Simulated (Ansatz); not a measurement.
# Band-structure calculation of ZrB2

ZrB2 (P6/mmm, 3 atoms in the cell), computed with DFT, PBE, all-electron LAPW, scalar-relativistic, no spin polarisation (Ansatz 0.2.0).

The structure derives from an entry of the Crystallography Open Database. It belongs to a series of runs on one base structure; here: equal xx and yy strain of -1 %. Figures and captions count atoms from 1; the log counts them from 0 in places.

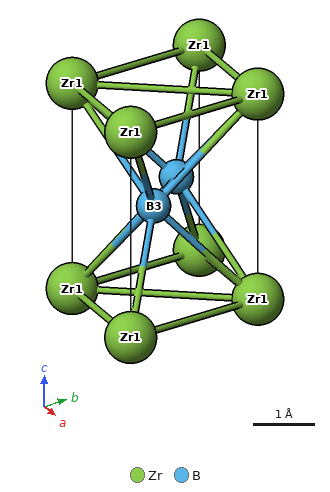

*The input geometry (ball-and-stick view of the cell of the calculation, seen slightly off an axis; atoms are numbered from 1 in the order of the input).*

Near neighbours in the crystal (not all of them lie inside the picture): Zr has 12 B at 2.52 Å and 6 Zr at 3.13 Å; B has 3 B at 1.81 Å and 6 Zr at 2.52 Å.

## The input
```yaml
crystal:
  lattice:
    - [3.1333498272, 0.0, 0.0]
    - [-1.5666749137, 2.7135605494, 0.0]
    - [0.0, 0.0, 3.52]
  atoms:
    - { symbol: Zr, position: [0.0, 0.0, 0.0] }
    - { symbol: B, position: [0.3333333333, 0.6666666667, 0.5] }
    - { symbol: B, position: [0.6666666667, 0.3333333333, 0.5] }
kpoints:
  mp_grid: { grid: [12, 12, 9] }
  band_path:
    path:
      - [0.0, 0.0, 0.0]
      - [0.5, 0.0, 0.0]
      - [0.3333333333, 0.3333333333, 0.0]
      - [0.0, 0.0, 0.0]
      - [0.0, 0.0, 0.5]
      - [0.5, 0.0, 0.5]
      - [0.3333333333, 0.3333333333, 0.5]
      - [0.0, 0.0, 0.5]
      - [0.5, 0.0, 0.5]
    npoints: 5
scf:
  occupations: { method: fermi_dirac, width: 0.05 }
hamiltonian:
  xc: pbe
  pseudopotentials: { kind: all_electron, lapw: { basis_error: 0.001 } }
output:
  forces: true
  stress: true
  eigenvalues: true
```

Hardware: 1 thread of Arm Neoverse V2, 24 GiB of memory available, shared host.

Launched with:
```bash
ansatz run input.yaml --threads 1 --pin off --max-ram 6144MiB --backend cpu --events-out ev --progress --plain --runs-dir out
```

## Log
```
LAPW: plane waves up to 8.690 Å⁻¹, error target 1.0e-3 eV per atom; small_component_spin mean_spin; B in spheres of 0.905 Å, 5 of its electrons in bands, Dirac shells []; Zr in spheres of 1.234 Å, 30 of its electrons in bands, Dirac shells [] (how accurate: hamiltonian.pseudopotentials.lapw.basis_error, Limitations)
Engine: ansatz 0.2.0, aarch64-unknown-linux-gnu
Pseudopotentials: kind: all_electron
Pseudopotential: Zr, LAPW, valence charge 30, lapw/all_electron/scalar/gaussian/Zr, Koelling and Harmon's equation, gaussian nucleus
Pseudopotential: B, LAPW, valence charge 5, lapw/all_electron/scalar/gaussian/B, Koelling and Harmon's equation, gaussian nucleus
Functional definition: PBE
  parameter kappa = 0.804
  parameter beta = 0.06672455060314922
  exchange = pbe_x(kappa = kappa, mu = beta*pi^2/3)
  correlation = pbe_c(beta = beta)
Crystal: 3 atoms, lattice volume = 29.929 Å³
Basis set: ecut = 287.73116413499406 eV, 339 PW (Γ), exchange–correlation at level 2
Bands: 24, of which v1, the nominal top of the filled ones, is band 20 counted from 1 (19 counted from 0)
Symmetry: 24 space group operations
Space group: P6/mmm (ITA 191), of the structure as read, at distance tolerance 3.1e-5 Å
k-points: 95 of 1296
Non-local potential: Zr, projectors of the file, none
Non-local potential: B, projectors of the file, none
Initial density: superposition of atomic densities (chi_scale 0.1, normalization cell, long waves kept (reshape's long-wave potential 0.00 eV rms))
Initial wavefunctions: plane waves of lowest kinetic energy (no species holds an atomic orbital)
Functional: x = pbe(κ = 0.804, μ = 0.2195149727645171), c = pbe(β = 0.06672455060314922)
iter 1 solved again at ethr=8.19e-3 eV; its pass at ethr=1.00e-1 eV (dr2=3.28e0 eV) is discarded
SCF iter   1: F=—  HF=-99283.700553 eV  |F-HF|=—  |Δ(HF+E_count)|=         —  Δρ=7.47e-2  dr2=3.28e0  ethr=8.19e-3  ⟨swp⟩=2.0  Hψ=14954  notcnv=0
preconditioner: auto → none  [metal: Δε(μ)=0.060 eV  Ē_g=17.176 eV  σ=0.050 eV  W_gap=0.29  n_scr=8 (ndim 8)  ℏωp=27.2 eV  f_vac=0.000  D(μ)=0.22/eV (n_scr^D=0)  sad-step TF]
SCF iter   2: F=—  HF=-99282.774452 eV  |F-HF|=—  |Δ(HF+E_count)|=   9.26e-1  Δρ=3.90e-2  dr2=8.97e-1  ethr=8.19e-3  ⟨swp⟩=2.1  Hψ=6058  notcnv=0
iter 3 solved again at ethr=1.25e-4 eV; its pass at ethr=2.24e-3 eV (dr2=5.00e-2 eV) is discarded
SCF iter   3: F=—  HF=-99282.552374 eV  |F-HF|=—  |Δ(HF+E_count)|=   2.22e-1  Δρ=9.59e-3  dr2=5.01e-2  ethr=1.25e-4  ⟨swp⟩=2.0  Hψ=12182  notcnv=0
SCF iter   4: F=—  HF=-99282.530394 eV  |F-HF|=—  |Δ(HF+E_count)|=         —  Δρ=2.00e-3  dr2=5.49e-4  ethr=1.25e-4  ⟨swp⟩=3.0  Hψ=7174  notcnv=0
the basis was enlarged: its passes take 60.2 KiB over the memory plan, 1 of 1 planned eigensolver slots
SCF iter   5: F=—  HF=-99282.529444 eV  |F-HF|=—  |Δ(HF+E_count)|=   9.50e-4  Δρ=7.33e-4  dr2=1.64e-4  ethr=1.37e-6  ⟨swp⟩=3.0  Hψ=6910  notcnv=0
SCF iter   6: F=—  HF=-99282.529445 eV  |F-HF|=—  |Δ(HF+E_count)|=   6.80e-7  Δρ=1.04e-4  dr2=4.13e-6  ethr=4.10e-7  ⟨swp⟩=3.0  Hψ=6635  notcnv=0
SCF iter   7: F=-99282.529442 eV  HF=-99282.529442 eV  |F-HF|=4.26e-8  |Δ(HF+E_count)|=   2.94e-6  Δρ=1.01e-5  dr2=3.26e-8  ethr=1.03e-8  ⟨swp⟩=3.0  Hψ=6782  notcnv=0
SCF 1 converged in 7 iterations: F = -99282.529442 eV  dr2 = 3.26e-8
NSCF: frozen V_eff on 41 k-points
SCF converged after 7 iterations
Free energy (F): -99282.529442 eV
Harris-Foulkes:  -99282.529442 eV  (|F-HF|=4.26e-8)
Internal energy: -99282.527549 eV  (E = F + TS)
E sigma→0 (E₀):  -99282.528495 eV
Entropy (-TS):   -0.001893 eV (-0.631 meV/atom)
Fermi energy:    17.841764 eV
--- Per-component energies (eV) ---
  E_band       = -4638.234709
  E_kinetic    = 102502.390509
  E_xc         = -3336.491214
  E_electrostatic = -198448.426843  (all electrons and nuclei)
  E_smearing   = -0.001893  (= −TS)
  E_closure    = 0.000000  (closes the sum)
  E_atoms      = -99258.785664  (free atoms, spherical and without spin; not in F)
  Σ components = -99282.529442   (vs F -99282.529442, Δ=0.00e0)
  Basis errors (estimates in eV, not in F): energy 5.1e-4 per atom: plane waves 4.6e-4 (2.6e-4 summed), levels above the bands 1.4e-46, relativity 2.0e-8, radial functions 4.7e-5, core shells 7.3e-12; eigenvalues (radial functions only) 6.3e-6; not estimated: angular momenta, meshes, grids; target (lapw.basis_error) 1.0e-3; muffin-tin radii B 0.905 Å, Zr 1.234 Å
--- Forces (eV/Å), atoms counted from 1 ---
  atom   1  Zr     0.00000000     0.00000000     0.00000000
  atom   2  B     -0.00000000    -0.00000000     0.00000000
  atom   3  B      0.00000000     0.00000000     0.00000000
  max |Σ_I F_I| component: 5.55e-17 eV/Å
--- Stress (GPa, compression-positive) ---
        8.611472       0.000000       0.000000
        0.000000       8.611472       0.000000
        0.000000       0.000000       6.084118
  P = ⅓ Tr σ = 7.7690 GPa (77.690 kbar)
--- Band table (eV; the first three rows and the last of 95) ---
  k-point 0: bands = ["-380.4962", "-293.3900", "-293.3713", "-293.3713", "-155.4672", "-155.4562", "-150.5435", "-150.5399", "-150.5399", "-150.5251", "-150.5251", "-30.7897", "-9.0024", "-8.3873", "-8.3873", "4.8984", "15.0977", "15.1353", "15.1353", "15.3690", "21.2902", "21.2902", "22.0095", "22.0095"]
  k-point 1: bands = ["-380.4962", "-293.3900", "-293.3713", "-293.3713", "-155.4672", "-155.4562", "-150.5435", "-150.5399", "-150.5399", "-150.5251", "-150.5251", "-30.7872", "-9.0500", "-8.3842", "-8.3842", "5.0870", "14.0384", "15.2524", "15.2524", "16.3736", "20.4521", "20.4521", "21.6318", "21.6318"]
  k-point 2: bands = ["-380.4962", "-293.3900", "-293.3713", "-293.3713", "-155.4672", "-155.4562", "-150.5435", "-150.5399", "-150.5399", "-150.5251", "-150.5251", "-30.7811", "-9.1679", "-8.3762", "-8.3762", "5.6058", "12.8149", "15.5957", "15.5957", "17.4959", "19.3862", "19.3862", "20.7109", "20.7109"]
  k-point 94: bands = ["-380.4962", "-293.3900", "-293.3713", "-293.3713", "-155.4617", "-155.4617", "-150.5435", "-150.5399", "-150.5399", "-150.5251", "-150.5251", "-30.6202", "-9.0727", "-9.0627", "-9.0627", "8.9435", "8.9435", "12.6996", "15.1027", "15.1027", "21.9189", "23.6828", "23.6828", "24.6554"]
```

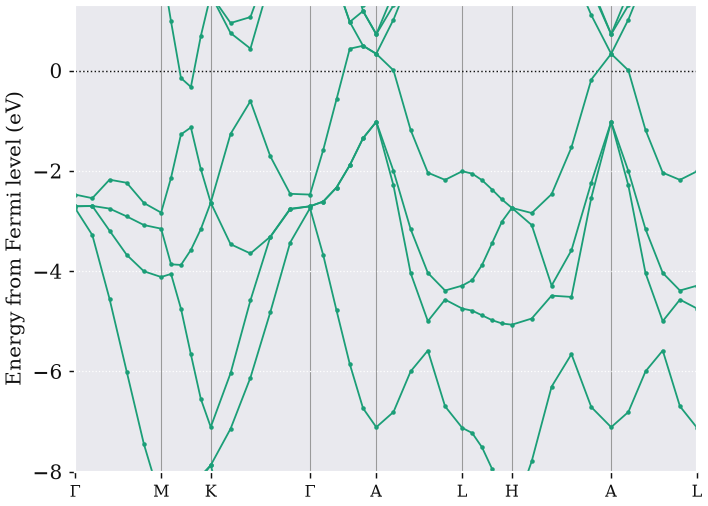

*Band structure along Γ–M–K–Γ–A–L–H–A–L, with energies from the Fermi level.*

Bands cross the Fermi level: a metal at this level of theory.

## Summary

```tsv
quantity	value
outcome	converged
space group (tolerance 0.01 Å)	P6/mmm (191)
electrons in bands (core shells apart)	40
free energy	−99282.5294 eV
Fermi energy	17.842 eV
pressure	7.77 GPa
electronic character	metal
largest force (length of the vector)	under 0.001 eV/Å
wall time	15 s
peak memory	0.37 GiB
```

## Remarks

The cell is under a pressure of 7.8 GPa at this level, so it is not at its equilibrium volume.
